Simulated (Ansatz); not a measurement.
Ge: several calculations on one system

Part 1: Relaxation

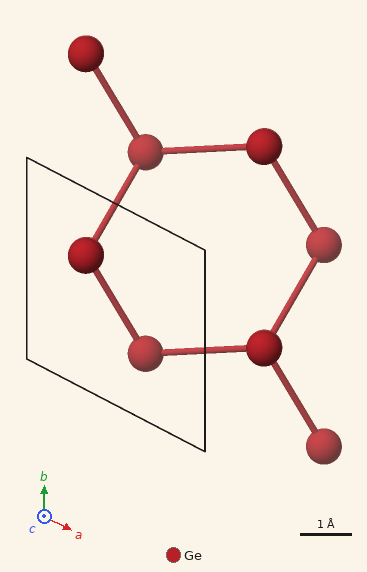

Solid Ge (set up in P1), before the relaxation. A ball-and-stick model of the cell of the calculation, repeated 2 × 2 × 1 with one cell outlined, seen along the c axis.

Case: cell sheared at random, sigma 0.03, atoms nudged by 0.01 Å; relaxed back.

All numbers below come from DFT PBEsol, scalar-relativistic, plane waves, PAW (Ansatz).

Input file:
```yaml
crystal:
  lattice:
    - [3.9514114946, 0.0870779659, -0.0619976065]
    - [-1.9002940167, 3.4818188541, -0.1080137899]
    - [-0.1023172724, -0.2649095068, 6.5498116855]
  atoms:
    - { symbol: Ge, position: [0.6678837289, 0.3316744007, 0.0653710588] }
    - { symbol: Ge, position: [0.3339284083, 0.670728276, 0.5612495225] }
    - { symbol: Ge, position: [0.6670172761, 0.3337793971, 0.4357993885] }
    - { symbol: Ge, position: [0.3311705867, 0.6638179262, 0.9375800302] }
basis:
  ecutwfc: 420
kpoints:
  mp_grid: { grid: [12, 12, 6] }
hamiltonian:
  xc: pbesol
scf:
  occupations: { method: gaussian, width: 0.15 }
output:
  forces: true
  stress: true
  eigenvalues: true
relax:
  adjacent_minimum: "off"
  f_tol: 0.01
  max_steps: 80
  cell: { stress_tol: 0.1 }
```

Launched with:
```bash
ansatz run input.yaml --threads 2 --pin off --max-ram 5120MiB --backend cpu --events-out ev --progress --plain --runs-dir out
```

Where does the relaxation end?

Over 3 accepted moves (4 points after the start) the energy falls by 0.146 eV per cell of the calculation. The largest force component goes from 0.45 to 0.0015 eV/Å. The pressure goes from 0.45 to 0.03 GPa. At 1 point the geometry stayed and the basis and grid were re-selected for the new cell (energy shift of 0.1 meV per cell of the calculation at most each time). Ge1 moves most relative to the cell: 0.019 Å along [−1 1 −2]. The volume changes by +0.2 %, with a 3.953 → 3.997 Å (+1.1 %), b 3.968 → 3.996 Å (+0.7 %), c 6.556 → 6.594 Å (+0.6 %), α 93.2° → 90.0°, β 91.8° → 90.0°, γ 117.3° → 120.0°. Near-neighbour distances that change, for instance: Ge2–Ge3 2.542 → 2.452 Å, Ge1–Ge4 2.531 → 2.452 Å, Ge2–Ge3 (another image) 2.400 → 2.452 Å, Ge1–Ge3 2.428 → 2.468 Å. Bond angles that change, for instance: Ge1–Ge4–Ge2 104.9° → 109.7°, Ge3–Ge1–Ge4 105.6° → 109.8°, Ge3–Ge2–Ge4 114.0° → 109.9°. Within 0.06 Å the space group is P-1 at the start and P6_3/mmc at the end; at a tighter tolerance small leftover displacements or strains of the cell lower it. Cost: 4.7 min on 2 threads of AMD EPYC 7R43 64-Core Processor (Zen 3), with other jobs on the host, peak memory 1.2 GiB.

After the run, drawn alike:

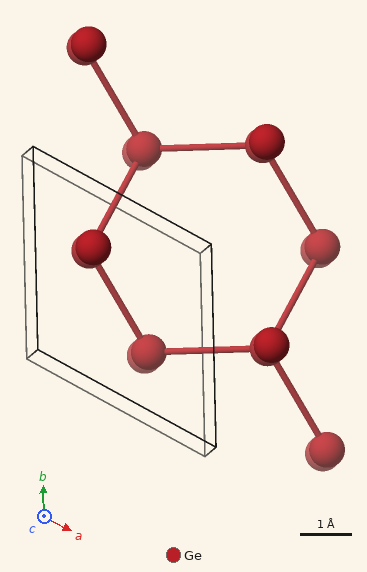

Part 2: Relaxation

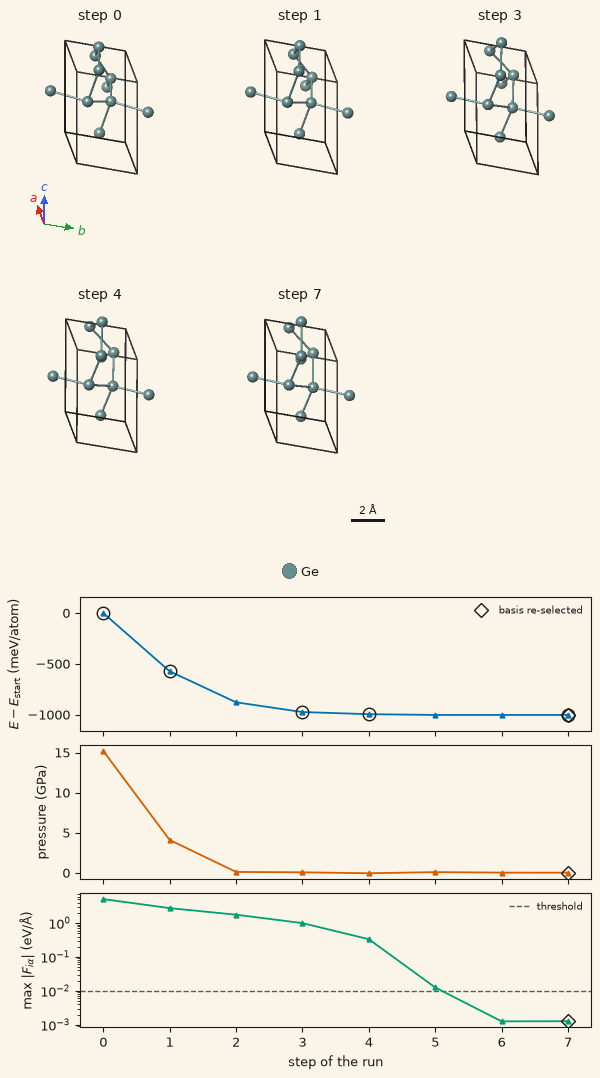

Frames of a relaxation of solid Ge (set up in P1), marked on the history of the run. Style: ball-and-stick. Shown: the cell of the calculation, from a free direction.

Case: all atoms moved at random, sigma 0.25 Å for each component; relaxed back.

All numbers below come from Ansatz, DFT PBEsol, scalar-relativistic, plane waves, PAW. (plane-wave cutoff 420 eV; k-point mesh 12 × 12 × 6; occupations gaussian; smearing width 0.15 eV; no spin polarisation; cell and atoms relaxed; force threshold 0.01 eV/Å; at most 80 steps)

Q: What happens along the run?

A: After 6 accepted moves (7 points after the start) the energy has fallen by 1002 meV per atom. The largest force component goes from 5.1 to 0.0013 eV/Å. The pressure goes from 15.21 to 0.03 GPa. At 1 point the geometry stayed and the basis and grid were re-selected for the new cell (energy shift of less than 0.05 meV per atom at most each time). A Ge atom moves most relative to the cell: 0.61 Å along [0 −3 2]. The drawn cell changes at constant volume: a = b unchanged at 3.997 Å, c 6.596 → 6.594 Å (0.0 %). Near-neighbour distances that change, for instance: Ge–Ge 3.243 → 2.468 Å, Ge–Ge 2.929 → 2.452 Å, Ge–Ge 2.002 → 2.452 Å, Ge–Ge 2.165 → 2.468 Å. New bonds form, among them: Ge–Ge (3.24 → 2.47 Å). Among the angles between lasting bonds that change: Ge–Ge–Ge 138.7° → 109.2°, Ge–Ge–Ge 85.4° → 109.7°, Ge–Ge–Ge 90.3° → 109.7°. The space group (tolerance 0.01 Å) goes from P1 (No. 1) to P6_3/mmc (No. 194). Cost: 6.6 min on 2 threads of AMD EPYC 7R43 64-Core Processor (Zen 3) (shared host), peak memory 1.2 GiB. From step 0 to 1: a Ge atom moves most (0.20 Å), volume +2.4 %, energy −572 meV per atom. From step 1 to 3: a Ge atom moves most (0.33 Å), volume −2.3 %, energy −401 meV per atom. From step 3 to 4: a Ge atom moves most (0.15 Å), volume −0.2 %, energy −21.0 meV per atom. From step 4 to 7: a Ge atom moves most (0.05 Å), energy −7.5 meV per atom.

| step | E − E(0), meV/atom | largest force component, eV/Å | pressure, GPa | volume, Å³/atom | note |
| --- | --- | --- | --- | --- | --- |
| 0 | 0.00 | 5.0732 | 15.21 | 22.816 |  |
| 1 | -572.37 | 2.7465 | 4.11 | 23.368 |  |
| 2 | -877.30 | 1.7581 | 0.12 | 23.144 |  |
| 3 | -973.19 | 0.9937 | 0.08 | 22.836 |  |
| 4 | -994.23 | 0.3327 | -0.04 | 22.799 |  |
| 5 | -1001.67 | 0.0126 | 0.10 | 22.783 |  |
| 6 | -1001.69 | 0.0013 | 0.04 | 22.805 |  |
| 7 | -1001.69 | 0.0013 | 0.03 | 22.805 | same geometry, new basis |

Part 3: Scan

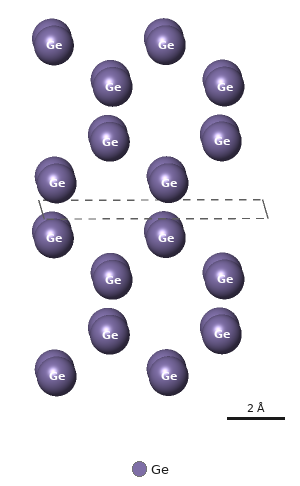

A crystal of Ge (P6_3/mmc): the crystal is pulled apart rigidly along the normal of the (1 0 0) plane of the conventional cell, at a cut between a plane of Ge below and one of Ge above, 2.31 Å apart. One cut stands in each cell, which starts 13.8 Å high; nothing is relaxed, and the dashed outline marks the cut. The picture shows the perfect crystal around the cut (dashed). The picture is a spheres-only view of the layers on both sides of the cut, seen from the side, nearly along the cut plane.

Method: DFT r2SCAN, scalar-relativistic, plane waves, PAW in Ansatz 0.2.0. Settings: plane-wave cutoff 500 eV; k-point mesh 8 × 5 × 3; occupations gaussian; smearing width 0.03 eV; no spin polarisation. Energies (free energies at the smearing named) are counted from the relaxed crystal.

Input file:
```yaml
crystal:
  lattice:
    - [1.9978243507, -3.46033328, 0.0]
    - [0.0, 0.0, -6.6027109586]
    - [11.9869461043, 6.9206665602, 0.0]
  atoms:
    - { symbol: Ge, position: [0.0, 0.9370185661, 0.1666666667] }
    - { symbol: Ge, position: [0.5, 0.9370185661, 0.4166666667] }
    - { symbol: Ge, position: [0.0, 0.9370185661, 0.6666666667] }
    - { symbol: Ge, position: [0.5, 0.9370185661, 0.9166666667] }
    - { symbol: Ge, position: [0.5, 0.4370185661, 0.0833333333] }
    - { symbol: Ge, position: [0.0, 0.4370185661, 0.3333333333] }
    - { symbol: Ge, position: [0.5, 0.4370185661, 0.5833333333] }
    - { symbol: Ge, position: [0.0, 0.4370185661, 0.8333333333] }
    - { symbol: Ge, position: [0.0, 0.5629814339, 0.1666666667] }
    - { symbol: Ge, position: [0.5, 0.5629814339, 0.4166666667] }
    - { symbol: Ge, position: [0.0, 0.5629814339, 0.6666666667] }
    - { symbol: Ge, position: [0.5, 0.5629814339, 0.9166666667] }
    - { symbol: Ge, position: [0.5, 0.0629814339, 0.0833333333] }
    - { symbol: Ge, position: [0.0, 0.0629814339, 0.3333333333] }
    - { symbol: Ge, position: [0.5, 0.0629814339, 0.5833333333] }
    - { symbol: Ge, position: [0.0, 0.0629814339, 0.8333333333] }
basis:
  ecutwfc: 500
kpoints:
  mp_grid: { grid: [8, 5, 3] }
hamiltonian:
  xc: r2scan
scf:
  occupations: { method: gaussian, width: 0.03 }
output:
  forces: true
  stress: true
  eigenvalues: true
  write_density: true
  write_potential: true
  elf: true
  volumetric_format: npy
```

Run as
```bash
ansatz run input.yaml --threads 2 --pin off --max-ram 5120MiB --backend cpu --events-out ev --progress --plain --runs-dir out
```

Give the energy at each point (the opening: −0.30, −0.15, 0.00, 0.25, 0.50, 0.75, 1.00, 1.50, 2.00, 3.00, 4.50, 6.00 Å).

| opening (Å) | ΔE per area (J/m²) |
| --- | --- |
| −0.30 | 0.534 |
| −0.15 | 0.110 |
| 0.00 | 0.000 |
| 0.25 | 0.193 |
| 0.50 | 0.591 |
| 0.75 | 1.033 |
| 1.00 | 1.441 |
| 1.50 | 1.991 |
| 2.00 | 2.208 |
| 3.00 | 2.319 |
| 4.50 | 2.346 |
| 6.00 | 2.349 |

At the widest opening, 6.00 Å, the energy has risen by 2.349 J/m², where the curve has levelled off: this is the ideal work of separation, the sum of the two unrelaxed surface energies of a slab 13.8 Å thick. The steepest rise lies between 0.50 Å and 0.75 Å, with a mean traction of about 18 GPa. Pressing the cut together by 0.30 Å costs 0.534 J/m².

As a plot:

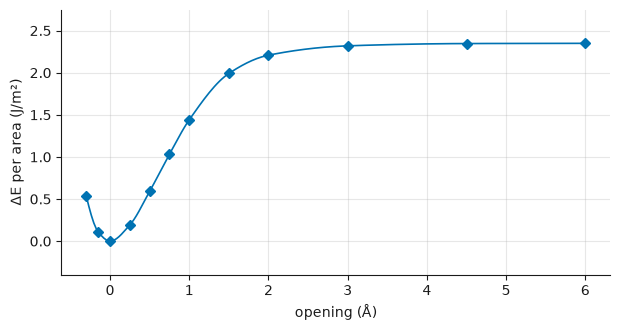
